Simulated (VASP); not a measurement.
```yaml
crystal:
  lattice:
    - [4.70860, 0.00000, 0.00000]
    - [0.00000, 4.70860, 0.00000]
    - [0.00000, 0.00000, 4.70860]
  atoms:
    - { symbol: Ru, position: [0.12941, 0.12941, 0.12941] }
    - { symbol: Ru, position: [0.37059, 0.87059, 0.62941] }
    - { symbol: Ru, position: [0.62941, 0.37059, 0.87059] }
    - { symbol: Ru, position: [0.87059, 0.62941, 0.37059] }
    - { symbol: Si, position: [0.83758, 0.83758, 0.83758] }
    - { symbol: Si, position: [0.66242, 0.16242, 0.33758] }
    - { symbol: Si, position: [0.33758, 0.66242, 0.16242] }
    - { symbol: Si, position: [0.16242, 0.33758, 0.66242] }
```

Space group P2₁3; a structure from a database of computed crystals, not necessarily the ambient phase; computed pressure about 4 GPa in this cell.

Level of theory: Kohn-Sham DFT of a periodic cell, PBE, VASP PAW PBE potentials, recommended (VASP 6.6.1).

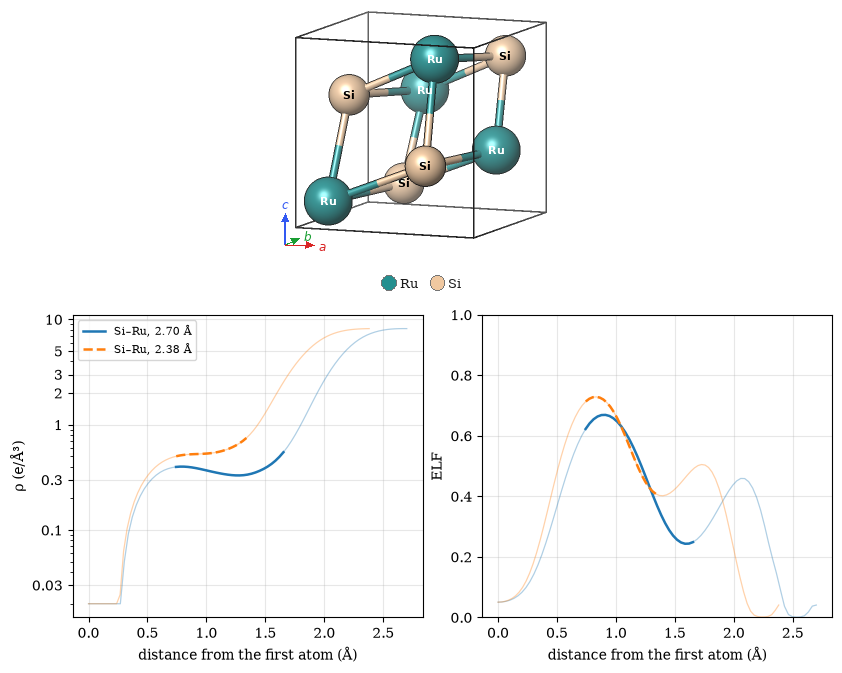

SiRu. Valence electron density and electron localisation function along straight lines between neighbouring atoms. Thin, pale parts lie inside the atomic spheres. The structure is drawn too.

In a PAW calculation such maps are meaningful between the atoms, not at the nuclei.

Question: What can be read from the curves?

Answer: Si–Ru (2.70 Å): ρ at the midpoint is about 0.34 e/Å³; the ELF peaks at about 0.65 in the valence shell of Si, 0.9 Å from its nucleus, and drops to about 0.25 between the two atoms.
Si–Ru (2.38 Å): ρ is about 0.59 e/Å³ halfway; the ELF peaks at about 0.75 in the valence shell of Si, 0.8 Å from its nucleus, and is about 0.50 at the midpoint.
